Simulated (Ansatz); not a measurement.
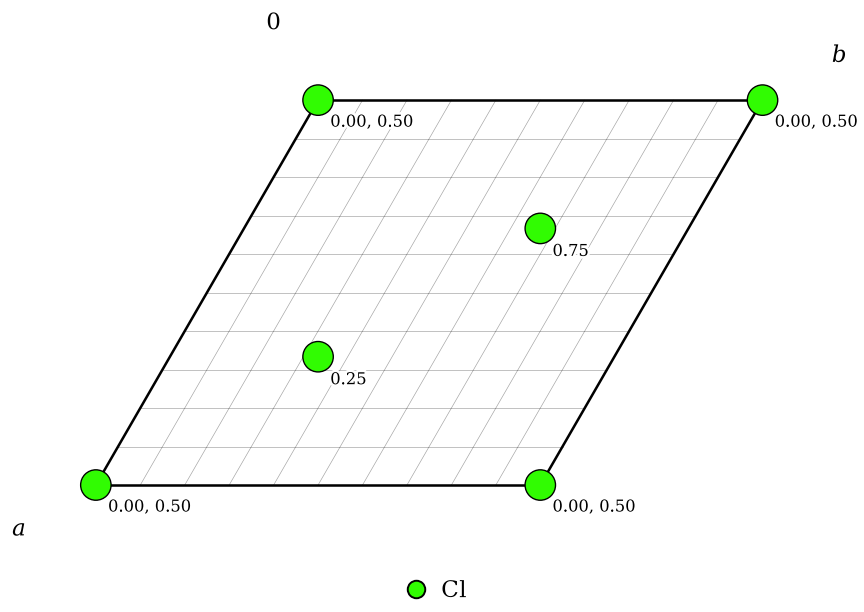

Plan of a unit cell projected along c (a down the page, b across); the numbers are heights as fractions of c, and atoms on the cell's edges are repeated. The grid marks tenths of a and b. Source: the end point of a relaxation with DFT r2SCAN, scalar-relativistic, plane waves, PAW in Ansatz 0.2.0; the starting structure was generated, so it need not be a known form of this composition. All values are computed from the atomic coordinates in the standard setting (tolerance 0.002 Å).

a = 3.657 Å, b = 3.657 Å, c = 7.681 Å, α = 90.00°, β = 90.00°, γ = 120.00°.

### What does the cell contain?

4 Cl: Cl, Z = 4.

### Which space group?

P6₃/mmc (No. 194), primitive hexagonal.

### Give the fractional coordinates of all atoms, to two places.

```tsv
atom	x	y	z
Cl	0.00	0.00	0.00
Cl	0.00	0.00	0.50
Cl	0.33	0.67	0.75
Cl	0.67	0.33	0.25
```
